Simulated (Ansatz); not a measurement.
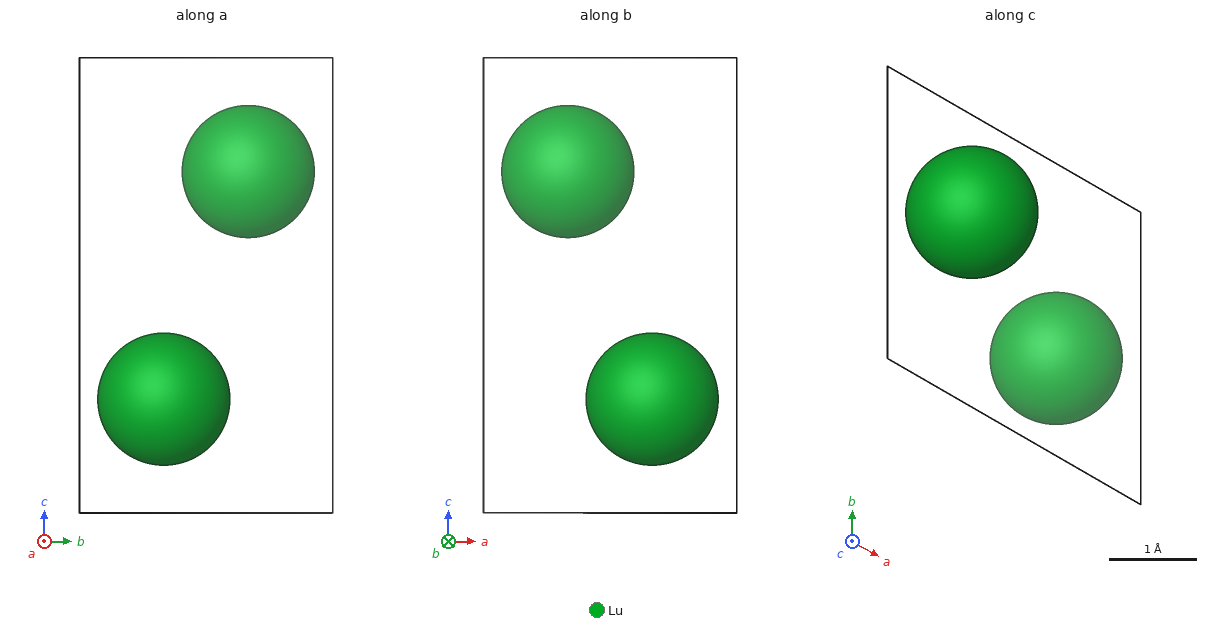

Shown here is a spheres-only view of the crystal, taken along the a axis, along the b axis and along the c axis. One unit cell is framed, with atoms on its boundary repeated.

Lattice parameters: a = 3.390 Å, b = 3.390 Å, c = 5.281 Å, α = 89.99°, β = 90.03°, γ = 119.99°. Put a along x and b in the xy plane.

### Write down what is shown as a POSCAR file.

```
Lu
1.0
     3.390    0.000    0.000
    -1.695    2.936    0.000
    -0.003    0.000    5.281
Lu
2
Direct
  0.3332 0.6668 0.7500
  0.6664 0.3332 0.2500
```

Source of the structure: a structure type filled with this element by a generator (whether the element takes this form wasn't checked). Earlier steps of the study may have refined or changed the cell and positions. It was the input of a calculation with Ansatz.

At this level of theory the cell isn't at rest (compressed, at 7 GPa), so its distances can differ from those at equilibrium, the more so the softer the solid.
